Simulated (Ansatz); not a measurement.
# TaN: single-point calculation (part 3 of 3)

The same run, continued: TaN (6 atoms in the cell); DFT LDA+U, scalar-relativistic, plane waves, PAW, Ueff = 3 eV on Ta atom 1 d; Ueff = 3 eV on Ta atom 2 d; Ueff = 3 eV on Ta atom 3 d, spin-polarised (Ansatz 0.2.0); cutoff 420 eV, 4×4×6 k-mesh, Gaussian smearing of 0.05 eV, collinear spins. The structure derives from an entry of the Crystallography Open Database. It belongs to a series of runs on one base structure; here: natural orbitals of the symmetric run, filled by rank.

Geometry of the input (Å; fractional positions):
```
5.1960  0.0000  0.0000
-2.5980  4.4999  0.0000
0.0000  0.0000  2.9110
Ta 0.3333  0.6667  0.5000
Ta 0.6667  0.3333  0.5000
Ta 0.0000  0.0000  0.0000
N  0.3928  0.0000  0.0000
N  0.6071  0.6071  0.0000
N  -0.0000  0.3928  0.0000
```

### Output, continued
```
  k-point 0 ↑: bands = ["-50.0753", "-50.0288", "-49.4732", "-16.8759", "-16.8759", "-16.5359", "-16.5359", "-16.3384", "-16.2303", "-16.1282", "-16.1282", "-15.4696", "1.3419", "4.2093", "4.2093", "10.1124", "12.9884", "12.9926", "12.9926", "13.9023", "13.9023", "14.5677", "14.5677", "15.1647", "16.1871", "17.4931", "18.7264", "18.7264", "20.3598", "20.3598", "21.2392", "21.4893", "21.4893", "21.9877", "22.8988", "22.8988"]
  k-point 1 ↑: bands = ["-50.0642", "-50.0187", "-49.4636", "-16.8406", "-16.8406", "-16.5603", "-16.4956", "-16.4956", "-16.4296", "-16.1267", "-16.1267", "-15.6421", "1.8511", "4.0953", "4.0953", "11.0015", "12.5805", "12.5805", "13.2201", "13.7001", "13.7001", "14.1558", "14.4122", "14.4122", "17.0873", "18.0482", "18.0482", "18.6680", "21.1033", "21.1033", "21.5474", "21.5474", "21.6848", "22.4622", "23.1833", "23.1833"]
  k-point 2 ↑: bands = ["-50.0403", "-49.9978", "-49.4442", "-16.9822", "-16.8117", "-16.7705", "-16.7705", "-16.4073", "-16.4073", "-16.1320", "-16.1320", "-15.9736", "2.9941", "3.8377", "3.8377", "11.4802", "11.9568", "11.9568", "12.9078", "12.9078", "12.9879", "14.6639", "14.6639", "14.7449", "17.3324", "17.3324", "19.6444", "21.2154", "21.2154", "21.2705", "21.8100", "21.8100", "22.8488", "23.0781", "23.0781", "23.5711"]
  k-point 27 ↓: bands = ["-50.0122", "-49.9994", "-49.4312", "-17.1386", "-17.0636", "-16.7885", "-16.6187", "-16.4847", "-16.3186", "-16.1339", "-16.1210", "-16.1070", "3.3747", "3.9064", "4.0276", "10.9721", "11.8243", "11.9231", "12.2228", "12.5883", "13.3247", "13.3267", "15.4403", "15.4751", "16.6211", "17.5439", "18.1465", "21.6406", "21.6919", "21.7850", "22.1204", "22.7920", "23.3126", "23.5842", "24.1114", "25.3395"]
Occupation matrices written to [file]
--- Löwdin populations: 6 sites ---
  site symbol       q [e]    m [muB]
     0     Ta     12.1310     0.0000
     1     Ta     12.1310     0.0000
     2     Ta     12.3661    -0.0000
     3      N      5.6955    -0.0000
     4      N      5.6955    -0.0000
     5      N      5.6955    -0.0000
  spilling = 0.005286 (of n_electrons = 54.000000)
--- Occupation matrices: 3 shells (run DFT+U table (all-electron-ortho-atomic); ε = 6.65e-4) ---
  Ta0 d_5D: site group C3h (-6)
  Ta0 d_5D up     Tr n = 1.8361  λ = 0.306 0.306 0.386 0.386 0.453  [2× xz 0.50 E''(1.00) | 2× x2-y2 0.50 E'(1.00) | z2 1.00 A'(1.00)]
  Ta0 d_5D dn     Tr n = 1.8361  λ = 0.306 0.306 0.386 0.386 0.453  [2× xz 0.50 E''(1.00) | 2× x2-y2 0.50 E'(1.00) | z2 1.00 A'(1.00)]
  specified occupation → Ta0 d_5D up: matrix, ‖Δ‖_F = 0.9515, Tr Δ = +0.1639, displaced = 1.0190, d_λ = 0.9515; orbital distance = 0.7071
  specified occupation → Ta0 d_5D dn: matrix, ‖Δ‖_F = 0.7864, Tr Δ = -1.7361, displaced = 0.8681, d_λ = 0.7864; orbital distance = 0.0000
  Ta1 d_5D: site group C3h (-6)
  Ta1 d_5D up     Tr n = 1.8361  λ = 0.306 0.306 0.386 0.386 0.453  [2× xz 0.50 E''(1.00) | 2× x2-y2 0.50 E'(1.00) | z2 1.00 A'(1.00)]
  Ta1 d_5D dn     Tr n = 1.8361  λ = 0.306 0.306 0.386 0.386 0.453  [2× xz 0.50 E''(1.00) | 2× x2-y2 0.50 E'(1.00) | z2 1.00 A'(1.00)]
  specified occupation → Ta1 d_5D up: matrix, ‖Δ‖_F = 0.9515, Tr Δ = +0.1639, displaced = 1.0190, d_λ = 0.9515; orbital distance = 0.7071
  specified occupation → Ta1 d_5D dn: matrix, ‖Δ‖_F = 0.7864, Tr Δ = -1.7361, displaced = 0.8681, d_λ = 0.7864; orbital distance = 0.0000
  Ta2 d_5D: site group D3h (-6m2)
  Ta2 d_5D up     Tr n = 1.8910  λ = 0.340 0.340 0.357 0.357 0.497  [2× x2-y2 0.50 E'(1.00) | 2× xz 0.50 E''(1.00) | z2 1.00 A1'(1.00)]
  Ta2 d_5D dn     Tr n = 1.8910  λ = 0.340 0.340 0.357 0.357 0.497  [2× x2-y2 0.50 E'(1.00) | 2× xz 0.50 E''(1.00) | z2 1.00 A1'(1.00)]
  specified occupation → Ta2 d_5D up: matrix, ‖Δ‖_F = 0.9582, Tr Δ = +0.1090, displaced = 1.0317, d_λ = 0.9582; orbital distance = 0.7071
  specified occupation → Ta2 d_5D dn: matrix, ‖Δ‖_F = 0.8120, Tr Δ = -1.7910, displaced = 0.8955, d_λ = 0.8120; orbital distance = 0.0000
  Tr n, λ and their labels are of the run-group-symmetrised matrices; stabiliser: 24 of 24 elements of G0×{1,Θ} (closed), max defect 1.0e-5 at τ = 1.4e-4
```

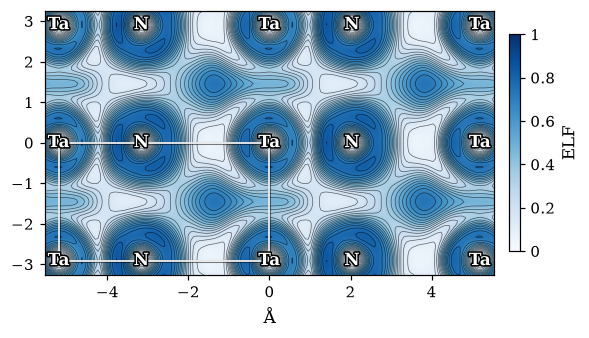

*ELF on the (100) plane of the conventional cell.*

The section cuts through Ta and N sites. Ta–N (2.04 Å): the ELF is about 0.30 at the midpoint; no shared pair; the contact is polar. Ta–Ta (2.91 Å): the ELF is about 0.45 at the midpoint (no shared electron pair).  The strong features right at Ta lie inside the PAW spheres (semicore, d or f shells) and say nothing about bonding. In a PAW calculation such maps are meaningful between the atoms, not at the nuclei.

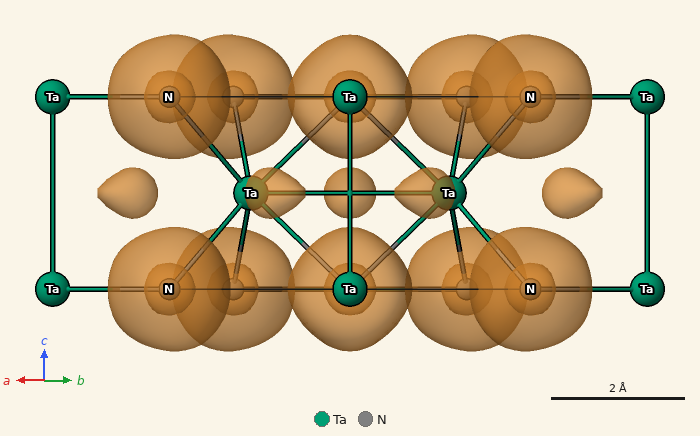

*Isosurface of the electron localisation function at 0.6 (orange), seen along [110]. Only the valence region is drawn (cores and ρ < 0.01 e/Å³ removed). Sticks mark near contacts. The outline is the cell set on symmetry axes.*

Along the contacts the grid gives the following. Ta–N (2.04 Å): the ELF is about 0.30 at the midpoint; a polar contact without a shared pair, in a metal. Ta–Ta (2.91 Å): the ELF is about 0.25 at the midpoint (no localised pair between them).

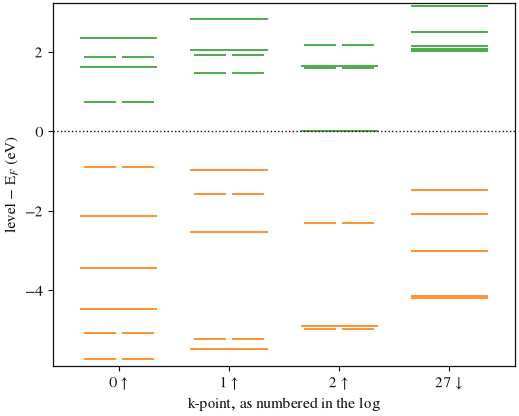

*Kohn–Sham levels near the Fermi level (dotted) at the few k-points that the log prints; levels within 0.02 eV of each other stand side by side.*

The system is metallic on the full mesh.
